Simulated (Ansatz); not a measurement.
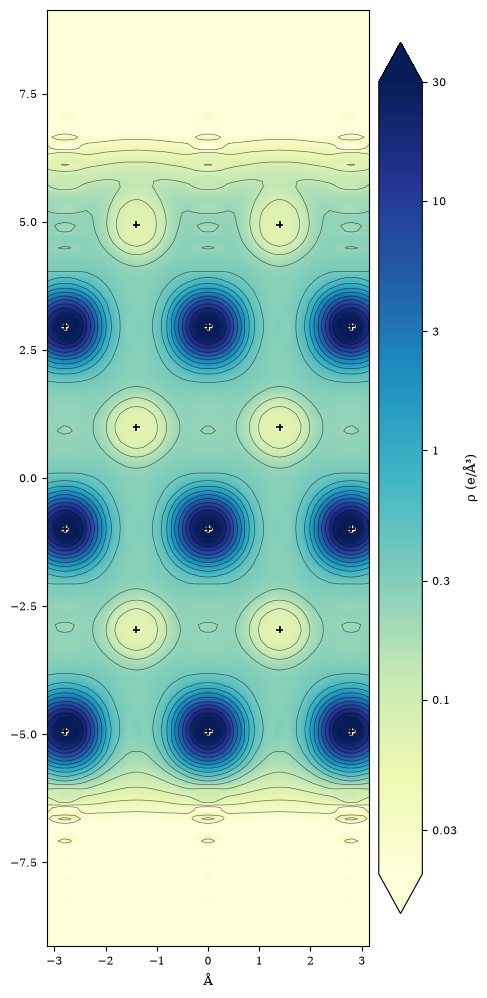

The valence electron density on a plane through atoms (crosses mark nuclei in the plane).

All numbers below come from Ansatz 0.2.0, DFT LDA, scalar-relativistic, plane waves, PAW.

Candidates:
A. Si, a = 5.40 Å, b = 5.40 Å, c = 5.40 Å, α = 90.00°, β = 90.00°, γ = 90.00°. Space group Fd-3m; a structure from a database of computed crystals, not necessarily the ambient phase.
B. AlCo (slab), a = 2.79 Å, b = 3.95 Å, c = 24.88 Å, α = 90.00°, β = 90.00°, γ = 90.00°. Not relaxed (largest force 0.8 eV/Å); computed without spin polarisation.

Q: Which system is this?

A: Candidate B: AlCo on the (010) plane of the calculation cell, a cut from vacuum to vacuum, which holds Co and Al. Al–Co (2.42 Å): ρ at the midpoint is about 0.35 e/Å³.
